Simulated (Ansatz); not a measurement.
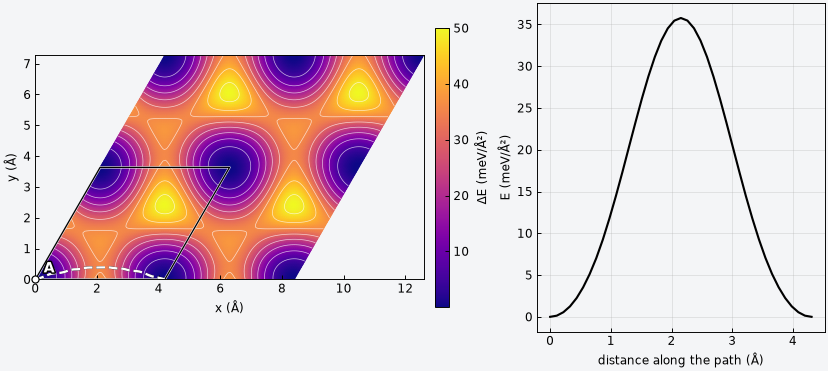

CdS (P6_3mc, No. 186; 8 atoms in the cell). Gamma surface: rigid slide across a plane, one fault a cell; the plane is (0 0 1) of the conventional cell, and the faces at the cut hold Cd and S. Places are given modulo a cell vector. The map is drawn in real space over the plane of the slide. Nothing is relaxed (rigid halves, spacing across the cut fixed). Grid: 12 × 12 points; 31 points were computed and 113 follow by symmetry. Energies are in meV/Å², from the lowest grid point. These are results of DFT PBE, scalar-relativistic, plane waves, PAW in Ansatz 0.2.0, not measurements. Settings: cutoff 420 eV, k-mesh 7×7×2 in the order of the run's cell vectors, gaussian smearing 0.05 eV, no spin polarisation.

The picture shows a smooth colour map with a few white contour lines, a line along the lowest path, the outline of one cell of the 2 × 2 shown, the energy along the path at the right, the start A. Between grid points the surface is interpolated.

> Describe the path and its barrier.

The easiest path leads from the well at (0/12, 0/12) of the cell vectors to its copy one period on. Its highest point lies about 36 meV/Å² above the bottom of the first well on the interpolated surface, at about (0.45, 0.11) of the cell vectors. The start is the relaxed structure and all else is held, so a fully relaxed path at this level can only be lower.
